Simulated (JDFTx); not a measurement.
**Solvation calculation of BN**

BN (slab, 8 atoms in the cell), computed with Kohn-Sham DFT of a periodic cell, PW91, PseudoDojo-SR-PBE-0.5-standard, no spin polarisation (JDFTx 1.7.0 (patched build)).

The structure derives from a Materials Project entry.

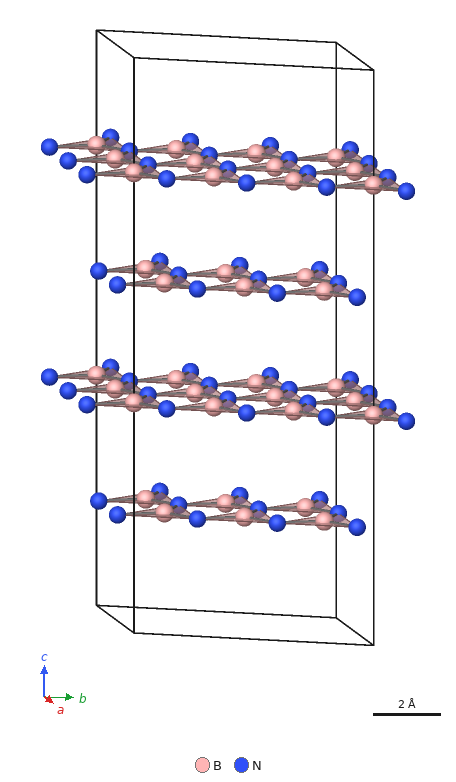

Fig. 1: The input geometry (polyhedral view of the 2 × 3 repeat of the cell, with the vacuum cut short, seen slightly off an axis; polyhedra are completed across the faces of the cell). An atom can appear more than once, as a periodic image.

**Input**
```
lattice \
    4.7275396615     2.3608248199     0.0000000000 \
    0.0000000000     4.0958683353     0.0000000000 \
    0.0000000000     0.0000000000    48.1614607827
coords-type Lattice
ion B      0.4999513500     0.4999513500     0.2942798184 0
ion B      0.9999513500     0.9999513500     0.4314266061 0
ion B      0.4999513500     0.4999513500     0.5685733939 1
ion B      0.9999513500     0.9999513500     0.7057201816 1
ion N      0.8333486600     0.8333486600     0.2942798184 0
ion N      0.3333486600     0.3333486600     0.4314266061 0
ion N      0.8333486600     0.8333486600     0.5685733939 1
ion N      0.3333486600     0.3333486600     0.7057201816 1

ion-species pseudo/B.upf
ion-species pseudo/N.upf
elec-cutoff 42
elec-ex-corr gga-PW91
kpoint-folding 5 5 1
elec-smearing Fermi 0.0018374661
elec-n-bands 23
electronic-SCF nIterations 100 energyDiffThreshold 1e-08
electronic-minimize nIterations 30 energyDiffThreshold 1e-7
coulomb-interaction Slab 001
coulomb-truncation-embed 0.000000 0.000000 0.500000
fluid LinearPCM
pcm-variant SCCS_g09
fluid-solvent H2O
fluid-cation Na+ 0.5
fluid-anion F- 0.5
initial-state vacuum.$VAR
converge-empty-states yes
forces-output-coords Cartesian

dump-name neutral.$VAR
dump End Ecomponents EigStats BandEigs Kpoints Forces State ElecDensity Dtot KEdensity
```

Command:
```bash
jdftx -c 1 -i neutral.in -o neutral.out
```

**Log**
```
*************** JDFTx 1.7.0 (patched build) ***************

Input parsed successfully to the following command list (including defaults):
[... the input with its defaults ...]

---------- Setting up symmetries ----------
NOTE: 16 of 24 lattice symmetries do not hold to symmetry-threshold for each of the lattice vectors and are left out
      (lattice vectors typed with more digits may keep them).

Found 8 point-group symmetries of the bravais lattice
Found 2 space-group symmetries with basis
Applied RMS atom displacement 0 bohrs to make symmetries exact.

---------- Initializing the Grid ----------
R =
[      4.72754      2.36082            0  ]
[            0      4.09587            0  ]
[            0            0      48.1615  ]
unit cell volume = 932.569
G =
[    1.32906  -0.766059          0  ]
[          0    1.53403          0  ]
[          0          0   0.130461  ]
Minimum fftbox size, Smin = [  28  28  284  ]
Chosen fftbox size, S = [  28  28  288  ]

---------- Exchange Correlation functional ----------
Initalized PW91 GGA exchange.
Initalized PW91 GGA correlation.

---------- Setting up pseudopotentials ----------
Width of ionic core gaussian charges (only for fluid interactions / plotting) set to 0.274221

Reading pseudopotential file 'pseudo/B.upf':
  'B' pseudopotential, 'PBE' functional
  Generated using ONCVPSP code by D. R. Hamann
  3 valence electrons, 2 orbitals, 4 projectors, 1001 radial grid points, with lMax = 1
    2S    l: 0   occupation:  2.0   eigenvalue: -0.347027
    2P    l: 1   occupation:  1.0   eigenvalue: -0.132548
  Core radius for overlap checks: 1.18 bohrs.

Reading pseudopotential file 'pseudo/N.upf':
  'N' pseudopotential, 'PBE' functional
  Generated using ONCVPSP code by D. R. Hamann
  5 valence electrons, 2 orbitals, 4 projectors, 1001 radial grid points, with lMax = 1
    2S    l: 0   occupation:  2.0   eigenvalue: -0.682907
    2P    l: 1   occupation:  3.0   eigenvalue: -0.260548
  Core radius for overlap checks: 1.31 bohrs.

Initialized 2 species with 8 total atoms.

Folded 1 k-points by 5x5x1 to 25 k-points.

---------- Setting up k-points, bands, fillings ----------
Adding inversion symmetry to k-mesh for non-inversion-symmetric unit cell.
Reduced to 9 k-points under symmetry.
Computing the number of bands and number of electrons
Reading initial fillings from 'vacuum.fillings'.
nElectrons:  32.000000   nBands: 23   nStates: 9

----- Setting up reduced wavefunction bases (one per k-point) -----
average nbasis = 12132.200 , ideal nbasis = 12124.079

---------- Setting up coulomb interaction ----------
Fluid mode embedding: using embedded box, but periodic Coulomb kernel.
(Fluid response is responsible for (approximate) separation between periodic images.)
Setting up double-sized grid for truncated Coulomb potentials:
R =
[      4.72754      2.36082            0  ]
[            0      4.09587            0  ]
[            0            0      96.3229  ]
unit cell volume = 1865.14
G =
[    1.32906  -0.766059          0  ]
[          0    1.53403          0  ]
[          0          0  0.0652304  ]
Chosen fftbox size, S = [  28  28  576  ]
Integer grid location selected as the embedding center:
   Grid: [  0  0  144  ]
   Lattice: [  0  0  0.5  ]
   Cartesian: [  0  0  24.0807  ]
Constructing Wigner-Seitz cell: 8 faces (6 quadrilaterals, 2 hexagons)
Range-separation parameter for embedded mesh potentials due to point charges: 0.51838 bohrs.

---------- Setting up ewald sum ----------
Optimum gaussian width for ewald sums = 3.472418 bohr.
Real space sum over 2205 unit cells with max indices [  10  10  2  ]
Reciprocal space sum over 7047 terms with max indices [  4  4  43  ]

---------- Allocating electronic variables ----------
Reading eigenvalues from 'vacuum.eigenvals'.
Initializing wave functions:  reading from 'vacuum.wfns'
----- createFluidSolver() ----- (Fluid-side solver setup)
   Initializing fluid molecule 'H2O'
     Initializing site 'O'
       Electron density: proportional to exp(-r/0.36935)*erfc((r-0.51523)/0.36823) with norm 6.826
       Charge density: gaussian nuclear width 0.478731 with net site charge 0.826
       Polarizability: cuspless exponential with width 0.32 and norm 3.73
       Hard sphere radius: 2.57003 bohrs
       Positions in reference frame:
         [ +0.000000 +0.000000 +0.000000 ]
     Initializing site 'H'
       Electron density: proportional to exp(-r/0.34641)*erfc((r-0)/0.390882) with norm 0.587
       Charge density: gaussian nuclear width 0.377945 with net site charge -0.413
       Polarizability: cuspless exponential with width 0.39 and norm 3.3
       Positions in reference frame:
         [ +0.000000 -1.441945 +1.122523 ]
         [ +0.000000 +1.441945 +1.122523 ]
     Net charge: 0   dipole magnitude: 0.927204
     Initializing spherical shell mfKernel with radius 2.61727 Bohr
     deltaS corrections:
       site 'O': -7.54299
       site 'H': -6.83917
   Initializing fluid molecule 'Na+'
     Initializing site 'Na'
       Electron density: proportional to exp(-r/0.19682)*erfc((r-0.71491)/0.41314) with norm 8.1383
       Charge density: gaussian nuclear width 0.365347 with net site charge -1
       Hard sphere radius: 1.86327 bohrs
       Positions in reference frame:
         [ +0.000000 +0.000000 +0.000000 ]
     Net charge: -1   dipole magnitude: 0
     Initializing gaussian mfKernel with width: 1.55004 Bohr
     deltaS corrections:
       site 'Na': -22.3555
   Initializing fluid molecule 'F-'
     Initializing site 'F'
       Electron density: proportional to exp(-r/0.38886)*erfc((r-0)/0.438782) with norm 8
       Charge density: gaussian nuclear width 0.374796 with net site charge 1
       Hard sphere radius: 2.39995 bohrs
       Positions in reference frame:
         [ +0.000000 +0.000000 +0.000000 ]
     Net charge: 1   dipole magnitude: 0
     Initializing gaussian mfKernel with width: 1.59012 Bohr
     deltaS corrections:
       site 'F': -9.04335

Correction to mu due to finite nuclear width = -0.00810624
   Cavity determined by rhoMin: 0.0001  rhoMax: 0.0015
   Effective cavity tension: 1.60576e-06 Eh/bohr^2 and pressure: 0 Eh/bohr^3 to account for cavitation and dispersion.

-------- Electronic minimization -----------
Will mix electronic density at each iteration.
	Linear fluid (dielectric constant: 78.4, screening length: 8.12261 Bohr) occupying 0.703485 of unit cell:	Completed after 48 iterations at
	FillingsUpdate:  mu: -0.096833459  nElectrons: 32.000000
	Linear fluid (dielectric constant: 78.4, screening length: 8.12261 Bohr) occupying 0.703503 of unit cell:	Completed after 27 iterations at
SCF: Cycle:  0   F: -51.761408577728595   dF: -4.771e-07   |Residual|: 1.212e-04   |deigs|: 4.852e-06
	Linear fluid (dielectric constant: 78.4, screening length: 8.12261 Bohr) occupying 0.703476 of unit cell:	Completed after 23 iterations at
	FillingsUpdate:  mu: -0.096809366  nElectrons: 32.000000
	Linear fluid (dielectric constant: 78.4, screening length: 8.12261 Bohr) occupying 0.703498 of unit cell:	Completed after 23 iterations at
SCF: Cycle:  1   F: -51.761408593248611   dF: -1.552e-08   |Residual|: 5.029e-05   |deigs|: 2.811e-05
	Linear fluid (dielectric constant: 78.4, screening length: 8.12261 Bohr) occupying 0.703472 of unit cell:	Completed after 22 iterations at
	FillingsUpdate:  mu: -0.096784669  nElectrons: 32.000000
	Linear fluid (dielectric constant: 78.4, screening length: 8.12261 Bohr) occupying 0.703498 of unit cell:	Completed after 21 iterations at
SCF: Cycle:  2   F: -51.761408597824804   dF: -4.576e-09   |Residual|: 2.506e-05   |deigs|: 2.667e-05
	Linear fluid (dielectric constant: 78.4, screening length: 8.12261 Bohr) occupying 0.703479 of unit cell:	Completed after 20 iterations at
	FillingsUpdate:  mu: -0.096759308  nElectrons: 32.000000
	Linear fluid (dielectric constant: 78.4, screening length: 8.12261 Bohr) occupying 0.703497 of unit cell:	Completed after 19 iterations at
SCF: Cycle:  3   F: -51.761408599125133   dF: -1.300e-09   |Residual|: 9.564e-06   |deigs|: 3.210e-05
SCF: Converged (|Delta E|<1.000000e-08 for 2 iters).

WARNING: filled levels still moved by 2.3e-05 Eh in the last cycle and may be farther than that from their end: converge the SCF further.
Setting wave functions to eigenvectors of Hamiltonian
Converging empty states (this may take a while):
EmptyStates: None of the convergence criteria satisfied.
|deigs|: 9.723e-05
WARNING: the partial cores' own exchange and correlation, taken off the total, pulls at atoms by up to 6.0e-04 Eh/a0
   and adds 0.010 GPa to the pressure: cores overlap, or the grid is coarse for them. See exc-core.

# Ionic positions in lattice coordinates:
ion B   0.499951350000000   0.499951350000000   0.294279818400000 0
ion B   0.999951350000000   0.999951350000000   0.431426606100000 0
ion B   0.499951350000000   0.499951350000000   0.568573393900000 1
ion B   0.999951350000000   0.999951350000000   0.705720181600000 1
ion N   0.833348660000000   0.833348660000000   0.294279818400000 0
ion N   0.333348660000000   0.333348660000000   0.431426606100000 0
ion N   0.833348660000000   0.833348660000000   0.568573393900000 1
ion N   0.333348660000000   0.333348660000000   0.705720181600000 1

# Forces in Cartesian coordinates:
force B  -0.000084961141767  -0.000049093080812  -0.000298148199186 0
force B  -0.000188186988858  -0.000108740052918   0.000007508791912 0
force B  -0.000188151092851  -0.000108719311135   0.000016886331068 1
force B  -0.000084923578287  -0.000049071375513   0.000280184389566 1
force N   0.000087838774013   0.000050755862519  -0.000023264629746 0
force N   0.000190045731234   0.000109814089681  -0.000633918876823 0
force N   0.000190088440632   0.000109838768444   0.000646091454615 1
force N   0.000088266403399   0.000051002959529   0.000016602757740 1

# Energy components:
   A_diel =        0.0000150043426510
   Eewald =     1403.3961376006868704
       EH =     1447.3380681124879175
     Eloc =    -2920.2321564541825865
      Enl =       -4.3054107916902771
      Exc =      -17.4438235518896008
 Exc_core =        1.9621720803601566
       KE =       37.5235894007600521
  MuShift =       -0.0000000000000540
-------------------------------------
     Etot =      -51.7614085991248274
       TS =        0.0000000000003046
-------------------------------------
        F =      -51.7614085991251329

IonicMinimize: Iter:   0  F: -51.761408599125133  |grad|_K:  2.258e-04
IonicMinimize: None of the convergence criteria satisfied after 0 iterations.

#--- Lowdin population analysis ---
# oxidation-state B +0.461 +0.448 +0.448 +0.461
# oxidation-state N -0.398 -0.392 -0.392 -0.398

Dumping 'neutral.eigStats' ...
	eMin: -0.864194 at state 0 ( [ +0.000000 +0.000000 +0.000000 ] spin 0 )
	HOMO: -0.215699 at state 8 ( [ +0.400000 -0.400000 +0.000000 ] spin 0 )
	mu  : -0.096661
	LUMO: -0.052734 at state 8 ( [ +0.400000 -0.400000 +0.000000 ] spin 0 )
	eMax: +0.247600 at state 8 ( [ +0.400000 -0.400000 +0.000000 ] spin 0 )
	HOMO-LUMO gap: +0.162965
	Optical gap  : +0.162965 at state 8 ( [ +0.400000 -0.400000 +0.000000 ] spin 0 )
WARNING: the last solve of the electrons (or of bands or displaced states from it) ended unconverged.
Done!
```

**Key numbers**

| quantity | value |
| --- | --- |
| outcome | converged |
| electrons treated | 32 |
| free energy | −1408.4997 eV |
| gap on the k-point mesh | 4.43 eV |
| largest force (length of the vector) | 0.035 eV/Å |
| hardware | 1 thread of Arm Neoverse V1, 24 GiB of memory available, shared host |
| wall time | 64 s |
| peak memory | 0.21 GiB |

**Remarks**

Notes on the run: WARNING: filled levels still moved by 2.3e-05 Eh in the last cycle and may be farther than that from their end: converge the SCF further; WARNING: the partial cores' own exchange and correlation, taken off the total, pulls at atoms by up to 6.0e-04 Eh/a0; WARNING: the last solve of the electrons (or of bands or displaced states from it) ended unconverged. Points of doubt noted for this run: coarse mesh; forces on coarse density grid.
